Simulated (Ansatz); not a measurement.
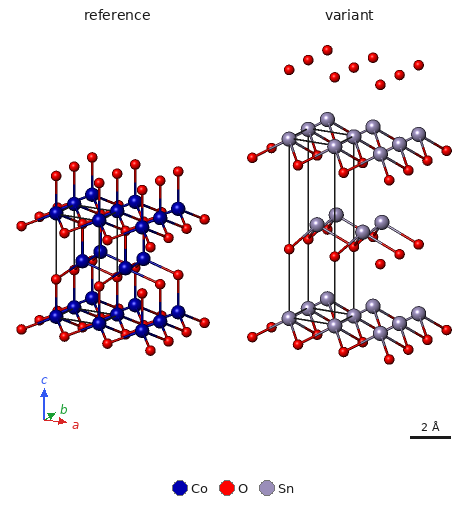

Left: crystalline CoO. Right: the same structure after one change, at the same scale. The picture is a ball-and-stick view of the cell of the calculation, repeated 2 × 2 × 1 with one cell outlined, seen slightly off an axis.

All numbers below come from DFT PBE, scalar-relativistic, plane waves, PAW in Ansatz. Set-up: plane-wave cutoff 420 eV; occupations gaussian. The k-mesh is chosen for each cell (12×12×8, 12×12×4). Smearing widths differ between the runs. Spin polarisation is switched on in some of the runs only.

What distinguishes the right structure from the left one?

Every cobalt atom is replaced by tin, which gives SnO. Cell and atoms are relaxed again (to zero pressure within 0.1 GPa, forces under 0.01 eV/Å).

And its effect?

The volume per atom goes from 11.49 to 22.41 Å³. The absolute magnetisation per cell goes from 5.08 to 0.00 μB (net moment 0.00 and 0.00 μB). The gap on the k-mesh goes from 0.15 to 1.46 eV. The drawn cell changes as follows: a = b 3.167 → 3.361 Å (+6.1 %), c 5.289 → 9.166 Å (+73.3 %); the volume changes by +95.1 %. The space group stays P6_3mc (No. 186).
